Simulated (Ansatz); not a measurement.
**MgS: density, localisation and related maps**

Input

```
crystal:
  lattice:
    - [0.0, 2.60165, 2.60165]
    - [2.60165, 0.0, 2.60165]
    - [2.60165, 2.60165, 0.0]
  atoms:
    - { symbol: S, position: [0.497997, 0.484437, 0.50265], spin: -0.34 }
    - { symbol: Mg, position: [0.005001, 0.000784, -0.005539] }
hamiltonian:
  xc: { exchange: rpw86, correlation: pbe }
  pseudopotentials: { kind: paw, core: small }
magnetization:
  spin_polarized: true
kpoints:
  mp_grid: { grid: [7, 7, 7] }
scf:
  occupations: { method: gaussian, width: 0.02 }
output:
  forces: true
  stress: true
  write_density: true
  write_potential: true
  elf: true
  volumetric_format: npy
relax:
  f_tol: 0.01
  max_steps: 40
```

Command:

```sh
ansatz run input.yaml --threads 1 --pin off --max-ram 2560MiB --backend cpu --events-out ev --progress --plain --runs-dir out
```

Below, planes, directions and counts refer to the conventional cell (a = 5.20 Å, b = 5.20 Å, c = 5.20 Å, α = 90.00°, β = 90.00°, γ = 90.00°).

The fields are those of the relaxed geometry.

Space group Fm-3m; changed on purpose from its base cell (atoms moved at random by about 0.05 A); computed pressure about 3 GPa in this cell; the program warned that a starting moment wasn't kept; spin-polarised, but the moments vanished.

All numbers below come from Ansatz 0.2.0, Kohn-Sham DFT of a periodic cell, rPW86-PBE, Ansatz PAW small core.

Core electrons are frozen (PAW), and the valence fields are smoothed inside the atomic spheres.

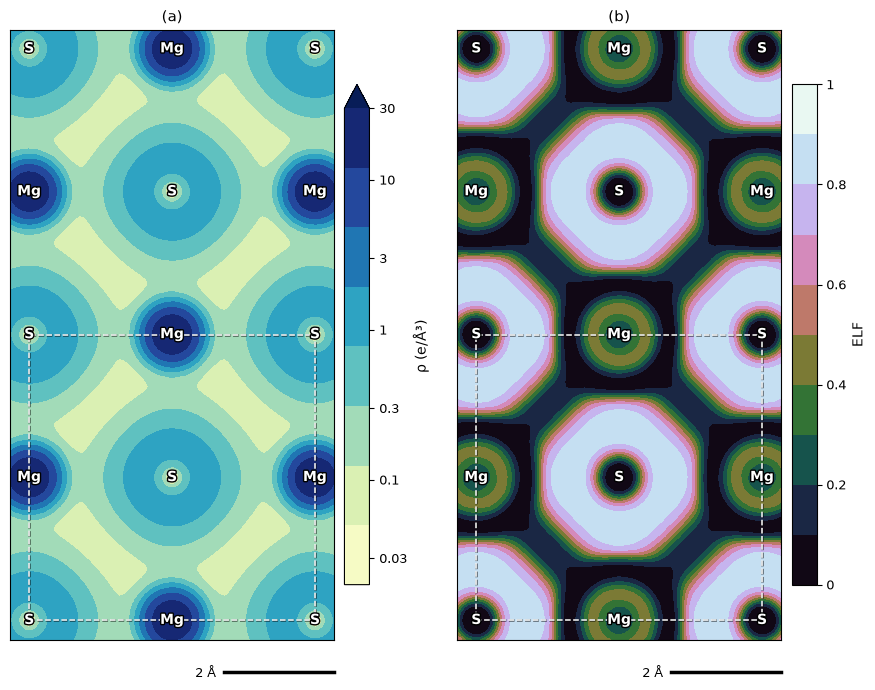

Figure 1. (a) valence electron density; (b) electron localisation function on the (100) plane of the conventional cell.

Q: Describe what can be read from this map.

A: Atoms in the plane: S and Mg.
Mg–S (2.60 Å): ρ at the midpoint is about 0.27 e/Å³; the ELF peaks at about 0.90 in the valence shell of S, 0.9 Å from its nucleus, and falls to about 0.05 next to Mg (an ionic contact with no shared pair).
Between the atoms the lowest density in this plane is 0.08 e/Å³.

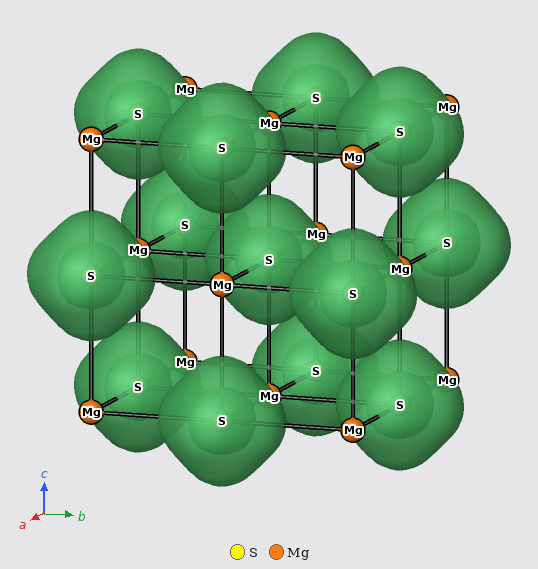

Figure 2. Isosurface of the ELF at 0.8 (green), seen slightly off an axis. Only the valence region is drawn (cores and ρ < 0.01 e/Å³ removed). Sticks mark near contacts.

Q: Describe the localisation domains.

A: The ELF exceeds this value in four regions wrapped around S (the valence shell of each), counted in one cell of 8 atoms. Regions shared between cells count once.

Q: Metal or insulator at this level of theory?

A: It is gapped, with a Kohn–Sham gap of 3.0 eV on the k-point mesh, an upper bound to the gap of this method.
